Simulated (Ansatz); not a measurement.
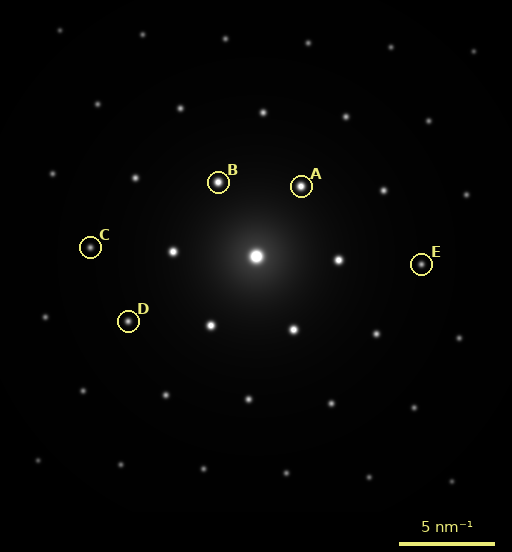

Computed electron diffraction pattern, 80 kV, single scattering only, B = 0.5 Å². The zone axis points towards the electron source and the pattern is seen from the source side.

Al, space group Im-3m (No. 229), a = 3.24 Å. Structure: the input geometry of an electronic-structure calculation (not necessarily at equilibrium); the starting structure was generated, so it need not be a known form of this composition.

Spot A is indexed -1 0 1 and spot B 0 -1 1.

> Give hkl for C, D, E.

C = −2A + 2B = 2 -2 0 (d = 1.144 Å). D = −2A + B = 2 -1 -1 (d = 1.321 Å). E = 2A − 2B = -2 2 0 (d = 1.144 Å).

> Find the zone axis.

The cross product of A and B is parallel to [111]; every spot obeys hu + kv + lw = 0.

> What are the spacings of A and B and the angle between them?

d(A) = 2.288 Å, d(B) = 2.288 Å, and the angle is 60.0°.
